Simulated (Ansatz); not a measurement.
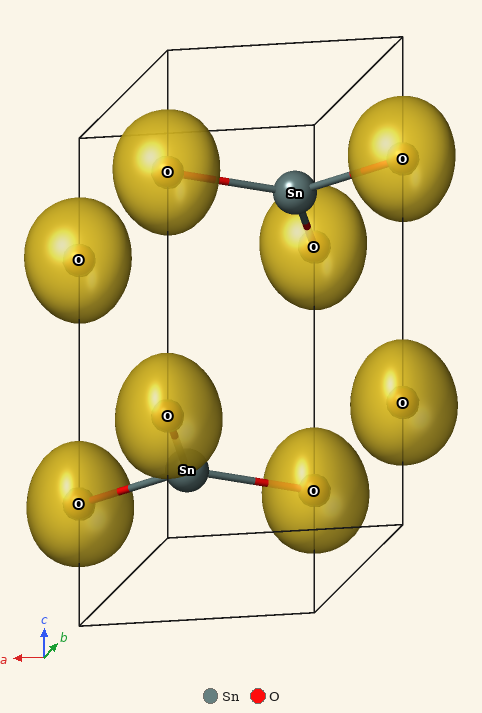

The picture shows: SnO. Isosurface of the ELF at 0.6 (yellow), seen at an oblique angle. Core shells and regions of very low density are left out. Sticks mark near contacts.

Space group P6₃/mmc; a structure generated by program, which may or may not match a known phase.

Method: DFT PBE, scalar-relativistic, plane waves, PAW in Ansatz 0.2.0.

Input

```
crystal:
  lattice:
    - [3.8995607219, 0.0, 0.0]
    - [-1.9497803609, 3.3771186487, 0.0]
    - [0.0, 0.0, 8.7318558755]
  atoms:
    - { symbol: Sn, position: [0.3333333333, 0.6666666667, 0.75] }
    - { symbol: Sn, position: [0.6666666667, 0.3333333333, 0.25] }
    - { symbol: O, position: [0.0, 0.0, 0.25] }
    - { symbol: O, position: [0.0, 0.0, 0.75] }
basis:
  ecutwfc: 420
kpoints:
  mp_grid: { grid: [12, 12, 4] }
  band_path:
    path:
      - [[0.0, 0.0, 0.0], [0.5, 0.0, 0.0], [0.33333333, 0.33333333, 0.0], [0.0, 0.0, 0.0], [0.0, 0.0, 0.5], [0.5, 0.0, 0.5], [0.33333333, 0.33333333, 0.5], [0.0, 0.0, 0.5]]
      - [[0.5, 0.0, 0.5], [0.5, 0.0, 0.0]]
      - [[0.33333333, 0.33333333, 0.5], [0.33333333, 0.33333333, 0.0]]
    npoints: 14
hamiltonian:
  xc: pbe
scf:
  occupations: { method: gaussian, width: 0.01 }
  n_extra_bands: 10
output:
  forces: true
  stress: true
  eigenvalues: true
  populations: true
  dos: { projected: true, de: 0.02, nscf_kmesh: { grid: [15, 15, 5] } }
  bader: true
  write_density: true
  write_potential: true
  elf: true
  volumetric_format: npy
```

Run with:

```sh
ansatz run input.yaml --threads 1 --pin off --max-ram 2048MiB --backend cpu --events-out ev --progress --plain --runs-dir out
```

Below, planes, directions and counts refer to the conventional cell (a = 3.90 Å, b = 3.90 Å, c = 8.73 Å, α = 90.00°, β = 90.00°, γ = 120.00°).

Q: Where are the electrons localised?

A: The surface consists of two regions wrapped around O (the valence shell of each), counted in one cell of 4 atoms. Regions shared between cells count once.

Values along the shortest contacts:
Sn–O (2.25 Å): the ELF peaks at about 0.80 in the valence shell of O, 0.6 Å from its nucleus, and drops to about 0.20 between the two atoms; no shared electron pair shows on this line.

Q: What Bader charges does the calculation give?

A: Electrons move from Sn towards O. Bader charges: Sn +1.24 and O −1.24 e.
